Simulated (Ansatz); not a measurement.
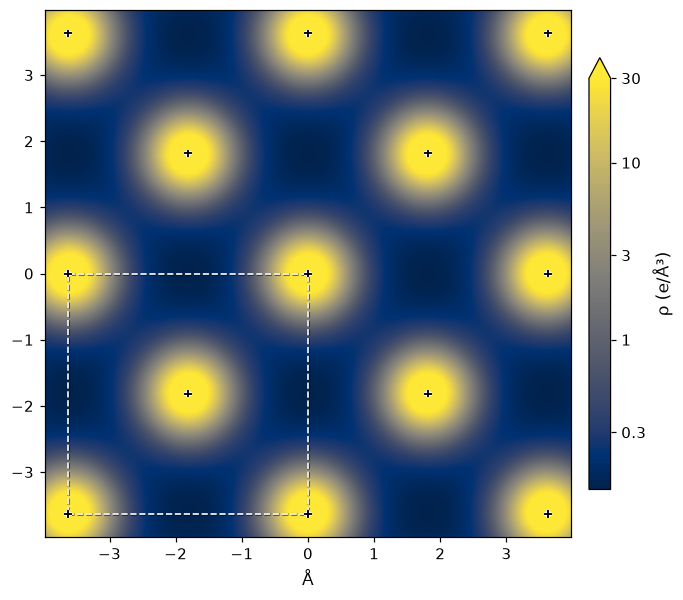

The valence pseudo-density on a plane through atoms (crosses mark nuclei in the plane).

Method: Ansatz 0.2.0, DFT PBE, scalar-relativistic, plane waves, PAW.

Candidates:
A. Cu, a = 3.63 Å, b = 3.63 Å, c = 3.63 Å, α = 90.00°, β = 90.00°, γ = 90.00°. Space group Fm-3m; computed without spin polarisation.
B. C, a = 2.51 Å, b = 2.51 Å, c = 4.18 Å, α = 90.00°, β = 90.00°, γ = 120.00°. Space group P6₃/mmc.
C. W, a = 3.18 Å, b = 3.18 Å, c = 3.18 Å, α = 90.00°, β = 90.00°, γ = 90.00°. Space group Im-3m.

### Which system is this?

Candidate A: Cu on the (100) plane of the conventional cell, which holds Cu. Cu–Cu (2.57 Å): ρ at the midpoint is about 0.26 e/Å³.
